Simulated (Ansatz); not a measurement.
# Run report: TiO$_{2}$, band-structure calculation (part 1 of 2)

- system: TiO$_{2}$ (I4/mmm, 3 atoms in the cell)
- method: DFT, HSE06, plane waves, PAW, no spin polarisation (Ansatz 0.2.0)

The structure was built on a prototype by a generator. The geometry comes from this level: r2SCAN (a point of a series of strains). It belongs to a series of runs on one base structure; here: uniaxial_z strain +5.0%. Figures and captions count atoms from 1; the log counts them from 0 in places.

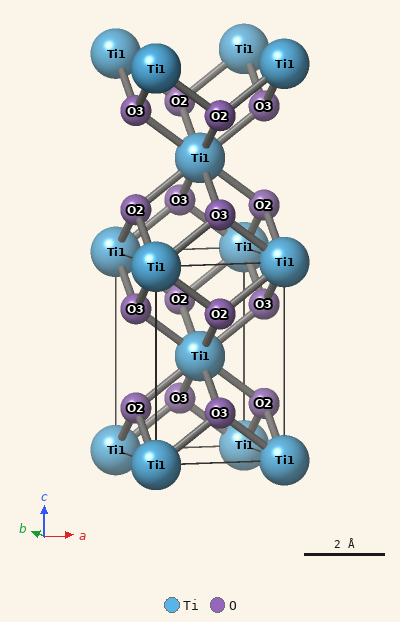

Figure 1. The structure (ball-and-stick view of the cell 2 times as large as that of the calculation, set on its symmetry axes, repeated 1 × 1 × 2, seen slightly off an axis; atoms are numbered from 1 in the order of the input). Near neighbours in the crystal (not all of them lie inside the picture): Ti has 8 O at 2.11 Å; O has 4 Ti at 2.11 Å.

Input file
```yaml
crystal:
  lattice:
    - [0.0, 2.3968272525, 2.5166686152]
    - [2.3968272525, 0.0, 2.5166686152]
    - [2.3968272525, 2.3968272525, 0.0]
  atoms:
    - { symbol: Ti, position: [0.0, 0.0, 0.0] }
    - { symbol: O, position: [0.25, 0.25, 0.25] }
    - { symbol: O, position: [0.75, 0.75, 0.75] }
kpoints:
  mp_grid: { grid: [6, 6, 6] }
  band_path:
    path:
      - [0.0, 0.0, 0.0]
      - [0.5, 0.0, 0.5]
      - [0.625, 0.25, 0.625]
      - [0.375, 0.375, 0.75]
      - [0.5, 0.5, 0.5]
      - [0.5, 0.25, 0.75]
      - [0.0, 0.5, 0.5]
    npoints: 1
hamiltonian:
  xc: hse06
scf:
  occupations: { method: fixed }
  n_extra_bands: 4
output:
  forces: true
  stress: true
  eigenvalues: true
  write_density: true
  write_potential: true
  elf: true
  volumetric_format: npy
```

Machine: 2 threads of an x86-64 CPU, shared host.

Command:
```bash
ansatz run input.yaml --threads 2 --pin off --max-ram 2211MiB --backend cpu --events-out ev --progress --plain --runs-dir out
```

The program's output
```
Warning: output.stress: scf.convergence.dr2_threshold = 1e-7 eV (the SCF's general default) is looser than the 3e-10 eV advised for a printed stress (1e-10 eV for each atom of the cell: 3). What an SCF threshold leaves in a stress goes as its square root, and in the free energy as the threshold itself, and one threshold admits the most on a small cell: of the crystals measured, under no hybrid functional and no lock of the moments, on runs that ended without the residual-converged pass, on stresses that held no estimate of that error, the worst erred by over 100 MPa in a component at 1e-7 eV an atom and by under 5 at 1e-10. Set scf.convergence.dr2_threshold to 3e-10 eV or tighter. The threshold is an SCF's pass mark: one that does not reach it within its budget of iterations ends unconverged, or closes short of it on a stop that the run arms, and scf.convergence.dr2_threshold's page says what that costs each kind of run
Warning: output.stress: scf.exx.energy_threshold = 1e-6 eV is looser than the 3e-8 eV advised for a stress under a hybrid functional (1e-8 eV for each atom of the cell: 3). Every SCF of the exchange loop can meet its threshold on dr2 while the loop round them stops early: no threshold on dr2 bounds what that leaves in the stress. Set scf.exx.energy_threshold to 3e-8 eV or tighter. The threshold is the loop's pass mark: a loop that does not reach it within its budget of cycles ends unconverged, and scf.exx.energy_threshold's page has the law
scf.n_extra_bands = 4 over 12 filled bands (N_el = 24.0): the run solves 16 bands
Engine: ansatz 0.2.0, x86_64-unknown-linux-gnu
Pseudopotentials: kind: paw
Pseudopotential: Ti, paw, valence charge 12, recommended cutoff 420 eV (normal), Ti.paw.azcp
Pseudopotential: O, paw, valence charge 6, recommended cutoff 420 eV (normal), O.paw.azcp
Functional definition: HSE06
  parameter a = 0.25
  parameter omega = 0.11/bohr
  exchange = pbe_x - a*pbe_x_sr(omega) + a*exact_x_sr(omega)
  correlation = pbe_c
davidson cushion auto → on  (no smearing: the cushion is to keep the highest requested band from converging to the state above it; pin scf.eigensolver.cushion to override)
Crystal: 3 atoms, lattice volume = 28.915 Å³
Basis set: ecut = 420 eV, 553 PW (Γ), exchange–correlation on 48×48×48 points (8 copies of the dense FFT grid, shifted against one another)
Bands: 16, of which v1, the nominal top of the filled ones, is band 12 counted from 1 (11 counted from 0)
Symmetry: 16 space group operations
Space group: I4/mmm (ITA 139), of the structure as read, at distance tolerance 3.1e-5 Å
k-points: 30 of 216
Non-local potential: Ti, projectors of the file, l = 0: 3, l = 1: 2, l = 2: 3, l = 3: 1
Non-local potential: O, projectors of the file, l = 0: 2, l = 1: 2, l = 2: 1
PAW form: soft (Blöchl's): semilocal exchange-correlation on the pseudo side does not see the compensation charge
PAW frozen core: Ti, regenerated for the run's functional, and the local potential with it (the file was generated under x = pbe(κ = 0.804, μ = 0.2195149727645171), c = pbe(β = 0.06672455060314922))
PAW frozen core: O, regenerated for the run's functional, and the local potential with it (the file was generated under x = pbe(κ = 0.804, μ = 0.2195149727645171), c = pbe(β = 0.06672455060314922))
PAW one-centre angular grid: Ti, 590 points (default); XC on 64 Gauss nodes
PAW one-centre angular grid: O, 110 points (default); XC on 96 Gauss nodes
Initial density: superposition of atomic densities (neutral atoms: chi_scale 0, normalization atom), corrected by the library's trained network
Initial wavefunctions: pseudopotential atomic-orbital guess
Functional: x = pbe(κ = 0.804, μ = 0.2195149727645171), c = pbe(β = 0.06672455060314922), warm-up for x = pbe(κ = 0.804, μ = 0.2195149727645171) + 0.25 (exact − pbe) at short range (hse, ω = 0.20786987370883472 Å⁻¹), c = pbe(β = 0.06672455060314922); HSE06 as pw.x's `hse` composes it (authors' and Libxc's form: `xc: wpbeh`)
SCF iter   1: F=—  HF=-3637.749512 eV  |F-HF|=—  |Δ(HF+E_count)|=         —  Δρ=3.12e-3  dr2=8.84e-4  ethr=1.77e-3  ⟨swp⟩=5.0  Hψ=2017  notcnv=0
preconditioner: auto → none  [insulator: Δε(μ)=0.800 eV  Ē_g=9.581 eV  n_scr=14 (ndim 8)  ℏωp=27.6 eV  f_vac=0.027]
SCF iter   2: F=—  HF=-3637.751066 eV  |F-HF|=—  |Δ(HF+E_count)|=   1.55e-3  Δρ=2.42e-3  dr2=1.34e-3  ethr=3.68e-6  ⟨swp⟩=4.4  Hψ=1729  notcnv=0  defer=1
SCF iter   3: F=—  HF=-3637.751211 eV  |F-HF|=—  |Δ(HF+E_count)|=   1.45e-4  Δρ=2.09e-3  dr2=1.03e-3  ethr=3.68e-6  ⟨swp⟩=3.0  Hψ=1248  notcnv=0
iter 4 solved again at ethr=2.02e-7 eV; its pass at ethr=3.68e-6 eV (dr2=4.84e-5 eV) is discarded
SCF iter   4: F=-3637.751205 eV  HF=-3637.751208 eV  |F-HF|=3.80e-6  |Δ(HF+E_count)|=   2.55e-6  Δρ=5.32e-4  dr2=4.77e-5  ethr=2.02e-7  ⟨swp⟩=3.0  Hψ=2264  notcnv=0
SCF 1 stopped early in 4 iterations: F = -3637.751205 eV  dr2 = 4.77e-5
  greatest PAW one-centre occupation: 0.999 electrons in one spin orbital (limit 2), on the Ti atom at site 0 (counted from 0), in its partial waves of l = 0
Initial density: handed on by an earlier stage of this run
Initial wavefunctions: those handed on with the density
Functional: x = pbe(κ = 0.804, μ = 0.2195149727645171) + 0.25 (exact − pbe) at short range (hse, ω = 0.20786987370883472 Å⁻¹), c = pbe(β = 0.06672455060314922); HSE06 as pw.x's `hse` composes it (authors' and Libxc's form: `xc: wpbeh`)
Exchange kernel: α = 0.2500, screened, ω = 0.2079 Å⁻¹, Wigner–Seitz truncation, v(0) = 1044.9004 eV·Å³, q-mesh 6×6×6, nearest image of the exchange supercell L = 20.34 Å, pair-density grid 15×15×15, without the augmentation charges, whose exchange is taken in its separable form by FFT convolution over the k-point mesh (sized by the pseudopotential files, 20×20×20 at the most), smooth part of the exact exchange by density-matrix convolution
Frozen-core exchange: fock
SCF iter   1: F=—  HF=-3637.041089 eV  |F-HF|=—  |Δ(HF+E_count)|=         —  Δρ=4.39e-2  dr2=7.86e-1  ethr=1.99e-6  ⟨swp⟩=7.0  Hψ=2588  notcnv=0
preconditioner: auto → none  [insulator: Δε(μ)=3.129 eV  Ē_g=12.544 eV  n_scr=14 (ndim 8)  ℏωp=27.6 eV  f_vac=0.029]
SCF iter   2: F=—  HF=-3637.025761 eV  |F-HF|=—  |Δ(HF+E_count)|=   1.53e-2  Δρ=5.61e-2  dr2=9.30e-1  ethr=1.99e-6  ⟨swp⟩=5.9  Hψ=2364  notcnv=0
SCF iter   3: F=—  HF=-3636.850192 eV  |F-HF|=—  |Δ(HF+E_count)|=   1.76e-1  Δρ=6.20e-3  dr2=9.86e-3  ethr=1.99e-6  ⟨swp⟩=5.0  Hψ=2209  notcnv=0
SCF iter   4: F=—  HF=-3636.871692 eV  |F-HF|=—  |Δ(HF+E_count)|=   2.15e-2  Δρ=2.49e-3  dr2=2.44e-3  ethr=1.99e-6  ⟨swp⟩=4.0  Hψ=1729  notcnv=0
SCF iter   5: F=—  HF=-3636.871159 eV  |F-HF|=—  |Δ(HF+E_count)|=   5.33e-4  Δρ=9.43e-4  dr2=1.46e-4  ethr=1.99e-6  ⟨swp⟩=4.0  Hψ=1353  notcnv=0
SCF iter   6: F=—  HF=-3636.871536 eV  |F-HF|=—  |Δ(HF+E_count)|=   3.77e-4  Δρ=4.84e-4  dr2=8.29e-5  ethr=5.00e-7  ⟨swp⟩=3.0  Hψ=1239  notcnv=0
SCF iter   7: F=-3636.871506 eV  HF=-3636.871520 eV  |F-HF|=1.41e-5  |Δ(HF+E_count)|=   1.60e-5  Δρ=1.64e-4  dr2=1.11e-5  ethr=3.41e-7  ⟨swp⟩=2.0  Hψ=1080  notcnv=0
SCF 2 stopped early in 7 iterations: F = -3636.871506 eV  dr2 = 1.11e-5
hybrid outer 1: dexx = +2.708e-2 eV, tail = 9.76e-5 eV
Exchange kernel: α = 0.2500, screened, ω = 0.2079 Å⁻¹, Wigner–Seitz truncation, v(0) = 1044.9004 eV·Å³, q-mesh 6×6×6, nearest image of the exchange supercell L = 20.34 Å, pair-density grid 15×15×15, without the augmentation charges, whose exchange is taken in its separable form by FFT convolution over the k-point mesh (sized by the pseudopotential files, 20×20×20 at the most), smooth part of the exact exchange by density-matrix convolution
Frozen-core exchange: fock
SCF iter   1: F=—  HF=-3636.870860 eV  |F-HF|=—  |Δ(HF+E_count)|=         —  Δρ=3.33e-4  dr2=3.19e-5  ethr=2.03e-6  ⟨swp⟩=3.0  Hψ=1180  notcnv=0
preconditioner: auto → none  [insulator: Δε(μ)=2.212 eV  Ē_g=11.717 eV  n_scr=14 (ndim 8)  ℏωp=27.6 eV  f_vac=0.031]
SCF iter   2: F=—  HF=-3636.870853 eV  |F-HF|=—  |Δ(HF+E_count)|=   6.45e-6  Δρ=3.00e-5  dr2=4.76e-7  ethr=1.28e-7  ⟨swp⟩=3.0  Hψ=1201  notcnv=0
SCF iter   3: F=—  HF=-3636.870856 eV  |F-HF|=—  |Δ(HF+E_count)|=   3.09e-6  Δρ=1.39e-5  dr2=8.10e-8  ethr=2.95e-10  ⟨swp⟩=4.3  Hψ=1856  notcnv=0
SCF iter   4: F=—  HF=-3636.870856 eV  |F-HF|=—  |Δ(HF+E_count)|=   1.47e-8  Δρ=3.22e-6  dr2=2.04e-8  ethr=2.83e-10  ⟨swp⟩=2.0  Hψ=1080  notcnv=0
SCF iter   5: F=-3636.870856 eV  HF=-3636.870856 eV  |F-HF|=3.23e-9  |Δ(HF+E_count)|=   1.26e-7  Δρ=3.56e-6  dr2=6.16e-9  ethr=1.28e-11  ⟨swp⟩=4.1  Hψ=1550  notcnv=0
SCF 3 converged in 5 iterations: F = -3636.870856 eV  dr2 = 6.16e-9
  Residual-converged pass: ⟨swp⟩=2.1  Hψ=893  notcnv=0  max |occ|·‖R‖ = 2.2e-6 eV (tolerance 2.4e-6 eV)  dr2=6.16e-9  dr2_onsite=4.07e-10  max |Δocc| = 0.0e0
```

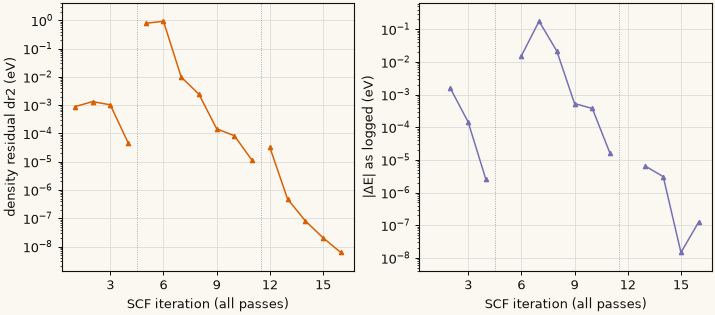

Figure 2. Convergence of the self-consistent field: density residual dr2 and size of the energy change against the SCF iteration. The run starts with a semilocal functional; after that each stretch between dotted lines is one SCF of the hybrid functional between two exact rebuilds of the exchange operator by the outer loop. Early passes are stopped at a loose threshold. The passes take 4, 7 and 5 iterations.

```
hybrid outer 2: dexx = +3.862e-6 eV, tail = 4.55e-8 eV, Δε = 7.02e-3 eV (about 1.75e-4 eV left of the loop's levels)
NSCF: frozen V_eff on 7 k-points
hybrid SCF converged: 2 outer / 12 inner (+4 warm-up), last move |dexx| = 3.86e-6 eV, tail = 4.55e-8 eV
Stability not checked: this state was not tested for a lower state beside it, because the functional holds exact exchange (a hybrid, or Hartree-Fock), whose exchange loop this test does not read (fock_operator; see scf.lower_state_search)
Free energy (F): -3636.870856 eV
Frozen-core exchange: fock
Harris-Foulkes:  -3636.870856 eV  (|F-HF|=3.23e-9)
Internal energy: -3636.870856 eV  (E = F + TS)
E sigma→0 (E₀):  -3636.870856 eV
Fermi energy:    10.830773 eV
--- Per-component energies (eV) ---
  E_band       = -213.097908
  E_kinetic    = 622.007723
  E_local      = -1321.257331  (includes V_loc(G=0)·N_el)
  E_nonlocal   = 92.827895
  E_hartree    = 495.605576
  E_xc         = -198.246893
  E_vxc        = -248.935260  (∫ρ·V_xc dr)
  E_exx        = -78.143262  (= α·E_x^exact, valence–valence)
  E_paw        = -1328.390072  (= ΣΔE_a)
  E_vpaw       = -192.671519  (= ΣTr[D̂ρ^β])
  E_aug_tail   = 0.004870  (compensation charges beyond the density's cutoff)
  E_ewald      = -1921.054104
  E_core_change = -0.225258  (= ΣΔE_core)
  E_smearing   = -0.000000  (= −TS)
  E_closure    = 0.000000  (closes the sum)
  Σ components = -3636.870856   (vs F -3636.870856, Δ=0.00e0)
--- Forces (eV/Å), atoms counted from 1 ---
  atom   1  Ti    -0.00000000     0.00000000    -0.00000000
  atom   2  O      0.00000000     0.00000000     0.00000000
  atom   3  O      0.00000000     0.00000000     0.00000000
  max |Σ_I F_I| component: 5.55e-17 eV/Å
```
